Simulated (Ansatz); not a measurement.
# Rh(111) with 4 layers of random Rh-Os, 2x2: scattering by chemical disorder, part 2 of 2

Wanted: resistance against the alloy's length, first Rh(111) with 4 layers of random Rh-Os, 2x2.

Ansatz 0.2.0; Ansatz plane-wave DFT, PBE, PAW files; ballistic transport by layer matching (Landauer), zero bias; PAW set soft_1.

So far. Step 3 (With 8 alloy layers): Over the solved energies the transmission per spin lies between 3.54 and 3.59, out of 7 channels of the lead on average (up to 7.2).

## (4) With 12 alloy layers

System of this step: Rh(111) with 12 layers of random Rh-Os, 2x2. The cell holds 72 atoms: 60 Rh and 12 Os. Cell: a = 5.378 Å, b = 5.378 Å, c = 39.523 Å, α = 90.0°, β = 90.0°, γ = 120.0°. It derives from Rh. Regions: lead, 24 atoms (24 Rh); scattering region, 48 atoms (36 Rh and 12 Os). The structure is stacked along c, and the current runs across the ab planes.

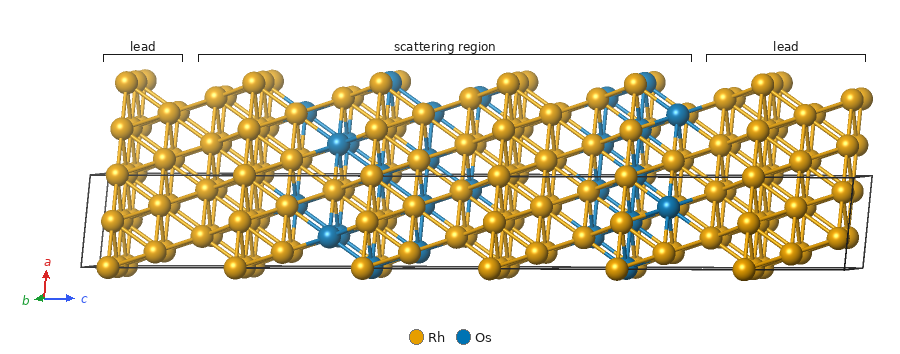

The cell of this step (rhodium orange, osmium blue). 2×1×1 cells are drawn. Some periodic images of atoms are drawn too.

input.yaml

```yaml
crystal:
  lattice:
    - [5.3783955991, 0.0, 0.0]
    - [-2.6891977995, 4.6578272204, 0.0]
    - [0.0, 0.0, 39.5229745576]
  atoms:
    - { symbol: Rh, position: [0.0, 0.0, 0.0277777778] }
    - { symbol: Rh, position: [0.0, 0.5, 0.0277777778] }
    - { symbol: Rh, position: [0.5, 0.0, 0.0277777778] }
    - { symbol: Rh, position: [0.5, 0.5, 0.0277777778] }
    - { symbol: Rh, position: [0.1666666667, 0.3333333333, 0.0833333333] }
    - { symbol: Rh, position: [0.1666666667, 0.8333333333, 0.0833333333] }
    - { symbol: Rh, position: [0.6666666667, 0.3333333333, 0.0833333333] }
    - { symbol: Rh, position: [0.6666666667, 0.8333333333, 0.0833333333] }
    - { symbol: Rh, position: [0.3333333333, 0.1666666667, 0.1388888889] }
    - { symbol: Rh, position: [0.3333333333, 0.6666666667, 0.1388888889] }
    - { symbol: Rh, position: [0.8333333333, 0.1666666667, 0.1388888889] }
    - { symbol: Rh, position: [0.8333333333, 0.6666666667, 0.1388888889] }
    - { symbol: Rh, position: [0.0, 0.0, 0.1944444444] }
    - { symbol: Rh, position: [0.0, 0.5, 0.1944444444] }
    - { symbol: Rh, position: [0.5, 0.0, 0.1944444444] }
    - { symbol: Rh, position: [0.5, 0.5, 0.1944444444] }
    - { symbol: Rh, position: [0.1666666667, 0.3333333333, 0.25] }
    - { symbol: Rh, position: [0.1666666667, 0.8333333333, 0.25] }
    - { symbol: Os, position: [0.6666666667, 0.3333333333, 0.25] }
    - { symbol: Rh, position: [0.6666666667, 0.8333333333, 0.25] }
    - { symbol: Os, position: [0.3333333333, 0.1666666667, 0.3055555556] }
    - { symbol: Os, position: [0.3333333333, 0.6666666667, 0.3055555556] }
    - { symbol: Rh, position: [0.8333333333, 0.1666666667, 0.3055555556] }
    - { symbol: Rh, position: [0.8333333333, 0.6666666667, 0.3055555556] }
    - { symbol: Rh, position: [0.0, 0.0, 0.3611111111] }
    - { symbol: Os, position: [0.0, 0.5, 0.3611111111] }
    - { symbol: Rh, position: [0.5, 0.0, 0.3611111111] }
    - { symbol: Rh, position: [0.5, 0.5, 0.3611111111] }
    - { symbol: Os, position: [0.1666666667, 0.3333333333, 0.4166666667] }
    - { symbol: Rh, position: [0.1666666667, 0.8333333333, 0.4166666667] }
    - { symbol: Os, position: [0.6666666667, 0.3333333333, 0.4166666667] }
    - { symbol: Rh, position: [0.6666666667, 0.8333333333, 0.4166666667] }
    - { symbol: Rh, position: [0.3333333333, 0.1666666667, 0.4722222222] }
    - { symbol: Rh, position: [0.3333333333, 0.6666666667, 0.4722222222] }
    - { symbol: Os, position: [0.8333333333, 0.1666666667, 0.4722222222] }
    - { symbol: Rh, position: [0.8333333333, 0.6666666667, 0.4722222222] }
    - { symbol: Rh, position: [0.0, 0.0, 0.5277777778] }
    - { symbol: Rh, position: [0.0, 0.5, 0.5277777778] }
    - { symbol: Rh, position: [0.5, 0.0, 0.5277777778] }
    - { symbol: Rh, position: [0.5, 0.5, 0.5277777778] }
    - { symbol: Rh, position: [0.1666666667, 0.3333333333, 0.5833333333] }
    - { symbol: Rh, position: [0.1666666667, 0.8333333333, 0.5833333333] }
    - { symbol: Rh, position: [0.6666666667, 0.3333333333, 0.5833333333] }
    - { symbol: Rh, position: [0.6666666667, 0.8333333333, 0.5833333333] }
    - { symbol: Os, position: [0.3333333333, 0.1666666667, 0.6388888889] }
    - { symbol: Rh, position: [0.3333333333, 0.6666666667, 0.6388888889] }
    - { symbol: Os, position: [0.8333333333, 0.1666666667, 0.6388888889] }
    - { symbol: Rh, position: [0.8333333333, 0.6666666667, 0.6388888889] }
    - { symbol: Rh, position: [0.0, 0.0, 0.6944444444] }
    - { symbol: Os, position: [0.0, 0.5, 0.6944444444] }
    - { symbol: Rh, position: [0.5, 0.0, 0.6944444444] }
    - { symbol: Os, position: [0.5, 0.5, 0.6944444444] }
    - { symbol: Rh, position: [0.1666666667, 0.3333333333, 0.75] }
    - { symbol: Rh, position: [0.1666666667, 0.8333333333, 0.75] }
    - { symbol: Rh, position: [0.6666666667, 0.3333333333, 0.75] }
    - { symbol: Os, position: [0.6666666667, 0.8333333333, 0.75] }
    - { symbol: Rh, position: [0.3333333333, 0.1666666667, 0.8055555556] }
    - { symbol: Rh, position: [0.3333333333, 0.6666666667, 0.8055555556] }
    - { symbol: Rh, position: [0.8333333333, 0.1666666667, 0.8055555556] }
    - { symbol: Rh, position: [0.8333333333, 0.6666666667, 0.8055555556] }
    - { symbol: Rh, position: [0.0, 0.0, 0.8611111111] }
    - { symbol: Rh, position: [0.0, 0.5, 0.8611111111] }
    - { symbol: Rh, position: [0.5, 0.0, 0.8611111111] }
    - { symbol: Rh, position: [0.5, 0.5, 0.8611111111] }
    - { symbol: Rh, position: [0.1666666667, 0.3333333333, 0.9166666667] }
    - { symbol: Rh, position: [0.1666666667, 0.8333333333, 0.9166666667] }
    - { symbol: Rh, position: [0.6666666667, 0.3333333333, 0.9166666667] }
    - { symbol: Rh, position: [0.6666666667, 0.8333333333, 0.9166666667] }
    - { symbol: Rh, position: [0.3333333333, 0.1666666667, 0.9722222222] }
    - { symbol: Rh, position: [0.3333333333, 0.6666666667, 0.9722222222] }
    - { symbol: Rh, position: [0.8333333333, 0.1666666667, 0.9722222222] }
    - { symbol: Rh, position: [0.8333333333, 0.6666666667, 0.9722222222] }
kpoints:
  mp_grid: { grid: [5, 5, 1] }
hamiltonian:
  xc: pbe
  pseudopotentials: { kind: paw, azcp: { folder: soft_1 } }
scf:
  occupations: { method: fermi_dirac, width: 0.1 }
output:
  transmission:
    leads: [[0, 4]]
    kmesh: [10, 10]
    e_range: [-0.05, 0.05]
    de: 0.05
  write_potential: true
  write_density: true
  volumetric_format: npy
```

On the command line:

```bash
$ ansatz run input.yaml --threads 4 --pin off --max-ram 15360MiB --backend cpu --events-out ev --progress --plain --runs-dir out
```

Numbers of over 12 decimals in the logs are rounded to 6 here.

The log of the run:

```text
[...]
Crystal: 72 atoms, lattice volume = 990.115 Å³
Basis set: ecut = 420 eV, 19231 PW (Γ)
Bands: 728, of which v1, the nominal top of the filled ones, is band 606 counted from 1 (605 counted from 0)
Symmetry: 1 space group operations
[...]
k-points: 13 of 25 (time reversal used)
[...]
SCF iter   1: F=—  HF=-520854.721935 eV  |F-HF|=—  |Δ(HF+E_count)|=         —  Δρ=1.40e-1  dr2=7.22e2  ethr=3.10e-3  ⟨swp⟩=5.0  Hψ=27431  notcnv=0  defer=112
[...]
SCF iter  11: F=-520806.581361 eV  HF=-520806.581361 eV  |F-HF|=6.46e-9  |Δ(HF+E_count)|=   1.28e-9  Δρ=3.74e-7  dr2=6.86e-9  ethr=8.25e-12  ⟨swp⟩=8.0  Hψ=20775  notcnv=0
SCF 1 converged in 11 iterations: F = -520806.581361 eV  dr2 = 6.86e-9
[...]
transmission: 371 of 3692 steps passed
transmission: 741 of 3692 steps passed
[...]
transmission: 3692 of 3692 steps passed
SCF converged after 11 iterations
Free energy (F): -520806.581361 eV
[...]
Internal energy: -520803.848020 eV  (E = F + TS)
E sigma→0 (E₀):  -520805.214691 eV
Entropy (-TS):   -2.733342 eV (-37.963 meV/atom)
Fermi energy:    23.121241 eV
[...]
--- Band table (eV; the first three rows and the last of 13) ---
  k-point 0: bands = [... 602 lower, 23.6956, 23.7035, 23.7128, 23.7165, 23.7175, 23.7212, 23.7290, 23.7397, ... 118 higher]
  k-point 1: bands = [... 602 lower, 23.3817, 23.3958, 23.4107, 23.4287, 23.4372, 23.4473, 23.4682, 23.4734, ... 118 higher]
  k-point 2: bands = [... 602 lower, 22.6425, 22.6895, 22.7062, 22.7382, 22.7610, 22.7849, 22.7970, 22.8256, ... 118 higher]
  k-point 12: bands = [... 602 lower, 23.0600, 23.0937, 23.1203, 23.1363, 23.1483, 23.1553, 23.1614, 23.1798, ... 118 higher]
--- Transmission ---
  basis      : 211 plane waves across, 71 finite elements along
  points     : 52, standing for a mesh of 10 x 10
[...]
channels       : 7.200000e0 a spin
[...]
junction   : crystal 0 to crystal 0, 0.70 to 38.03 Å
    transmission   : 3.179084e0 a spin
[...]
```

Wall time 12 min (4 threads of AMD EPYC 9R14 (Zen 4), shared host); peak memory 7.5 GiB; 44 min of CPU time.

Numbers from this step:

- free energy: -520806.5814 eV
- energy at zero smearing: -520805.2147 eV
- Fermi energy: 23.12 eV
- transmission per spin nearest the Fermi level: 3.179
- step of the lead's potential: 5.8 meV

Per spin. Table of transmission, zone mean by energy, zero at the Fermi level:

| energy (eV) | transmission, zone mean |
| --- | --- |
| -0.0500 | 3.19 |
| 0.0000 | 3.18 |
| 0.0500 | 3.15 |

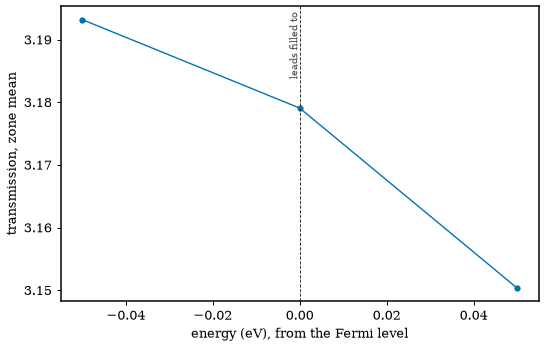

Transmission, zone mean, plotted against energy.

Over the solved energies the transmission per spin lies between 3.15 and 3.19, out of 7 channels of the lead on average (up to 7.2).

## (5) The fit

This step: Ansatz plane-wave DFT, PBE, PAW files; ballistic transport by layer matching (Landauer), zero bias; residual resistivity from the slope of the area resistance, atoms on the host's lattice; PAW set soft_1 (Ansatz 0.2.0).

This step gave:

- resistivity: 16.96 µΩ cm
- intercept: 0.1219 fΩ m²
- scatter about the fit: 0.01702 fΩ m²

Resistance, by row:

| run | length (Å) | T | channels N | RA (fΩ m²) |
| --- | --- | --- | --- | --- |
| n4 | 8.783 | 4.486 | 7 | 0.2588 |
| n8 | 17.57 | 3.57 | 7 | 0.4439 |
| n12 | 26.35 | 3.174 | 7 | 0.5567 |

The area resistance by length of the alloy:

| length of the alloy (Å) | area resistance (fΩ m²) |
| --- | --- |
| 8.78 | 0.259 |
| 17.57 | 0.444 |
| 26.35 | 0.557 |

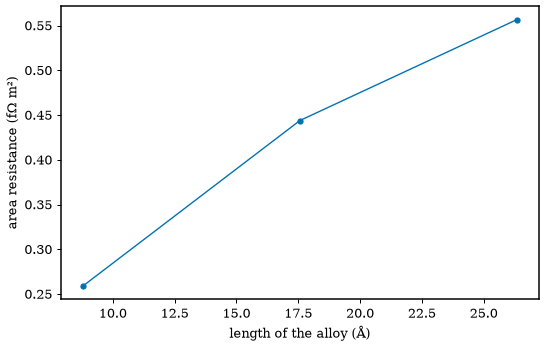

Area resistance against length of the alloy.

The area resistance goes from 0.26 to 0.56 fΩ m² between 8.8 and 26.3 Å, a slope of 17 µΩ cm.

By hand from the end points: (0.5567 − 0.2588) fΩ m² / (26.35 − 8.78) Å = 17 µΩ cm, since 1 fΩ m² per Å is 1000 µΩ cm.

## (6) Summary of results

```
resistivity from the slope  : 17.0 µΩ cm
area resistance over 8.78 Å : 0.259 fΩ m²
area resistance over 17.6 Å : 0.444 fΩ m²
area resistance over 26.3 Å : 0.557 fΩ m²
```

**Reading.** The slope gives 17 µΩ cm. The points scatter by 0.017 fΩ m² about the line, with one random draw a length in a 2x2 cell, so the slope is a rough value. Read with a model of isotropic scattering on a spherical Fermi surface and the lead's 2.2×10¹⁵ S/m², this slope means a mean free path near 21 Å; over these lengths the model's slope is within 3 % of its bulk resistivity. The atoms sit on the host's lattice, so scattering by size misfit is left out. Spin-orbit coupling is left out, which matters for Os. A lead's potential steps by up to 26 meV from period to period, which the log calls too much, so longer leads could move the result.

[Logs are printed without paths, hosts, clocks, repeated set-up lines and the standing remarks that a program may print on its own settings, such as how far it seeks lower states.]

[Hosts, paths, dates, database ids (printed as entryN), source tags and the programs' standing remarks are cut or masked in the printed files.]
